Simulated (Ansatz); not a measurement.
System: Bi2Se3.

Input file:

```
crystal:
  lattice:
    - [2.1747427475, 1.1957983911, 9.7543162669]
    - [-2.1747427475, 1.1957983911, 9.7543162669]
    - [0.0, -2.3915967823, 9.7543162669]
  atoms:
    - { symbol: Bi, position: [0.4030714655, 0.4030714655, 0.3893962552] }
    - { symbol: Bi, position: [0.5969285345, 0.5969285345, 0.6106037448] }
    - { symbol: Se, position: [0.2080525653, 0.2080525653, 0.2334624198] }
    - { symbol: Se, position: [0.7919474347, 0.7919474347, 0.7665375802] }
    - { symbol: Se, position: [0.0, 0.0, 0.0] }
kpoints:
  mp_grid: { grid: [8, 8, 8] }
  band_path:
    path:
      - [0.0, 0.0, 0.0]
      - [0.5, 0.5, 0.5]
      - [0.8233141804, 0.1766858196, 0.5]
      - [0.5, -0.1766858196, 0.1766858196]
      - [0.5, 0.0, 0.0]
      - [0.3383429098, -0.3383429098, 0.0]
      - [0.6616570902, 0.0, 0.3383429098]
      - [0.5, 0.0, 0.5]
    npoints: 1
hamiltonian:
  xc: pbe
scf:
  occupations: { method: fermi_dirac, width: 0.02 }
  n_extra_bands: 5
output:
  forces: true
  stress: true
  eigenvalues: true
  write_density: true
  write_potential: true
  elf: true
  volumetric_format: npy
```

Command:

```sh
ansatz run input.yaml --threads 4 --pin off --max-ram 4608MiB --backend cpu --events-out ev --progress --plain --runs-dir out
```

Below, planes, directions and counts refer to the conventional cell (a = 7.17 Å, b = 4.35 Å, c = 10.04 Å, α = 90.00°, β = 103.78°, γ = 90.00°).

Space group C2/m; started from the tetradymite prototype, which need not be the ambient phase; changed on purpose from its base cell (uniaxial x strain +5.0%).

Computed with DFT, PBE, plane waves, PAW in Ansatz 0.2.0.

**Predict the valence pseudo-density and electron localisation function between the atoms.**

Bi–Se (2.85 Å): the density is about 0.34 e/Å³ at the midpoint; the ELF is about 0.45 at the midpoint and 0.35 at its lowest between the atoms.
Bi–Se (3.08 Å): the density is about 0.22 e/Å³ at the midpoint; the ELF is about 0.30 at the midpoint.

**Metal or insulator at this level of theory?**

It is gapped, with a Kohn–Sham gap of 0.27 eV on the k-point mesh, an upper bound to the gap of this method.

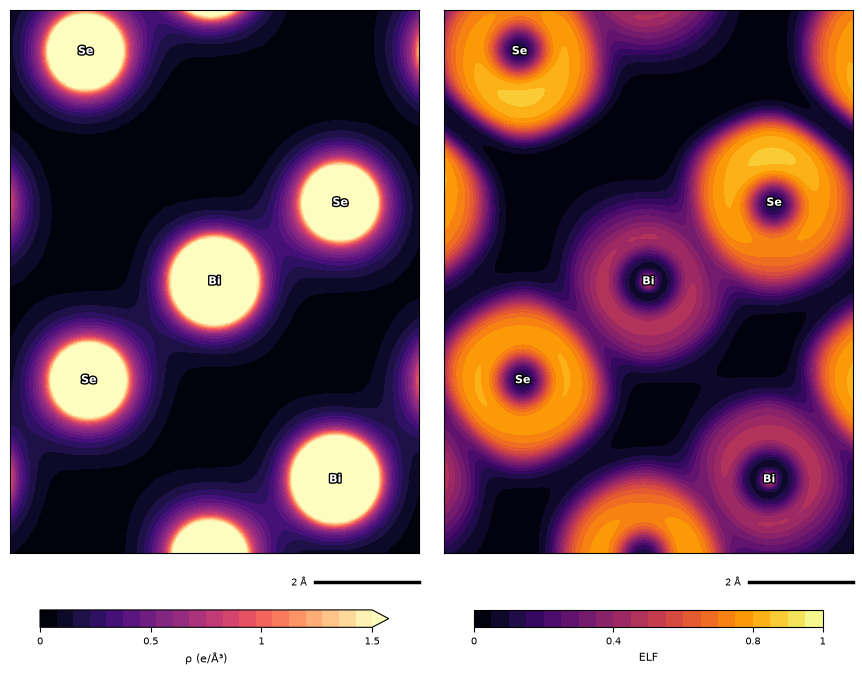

Computed valence pseudo-density and electron localisation function on the (010) plane of the conventional cell, in this order. 

Core electrons are frozen (PAW), and the valence fields are smoothed inside the atomic spheres.
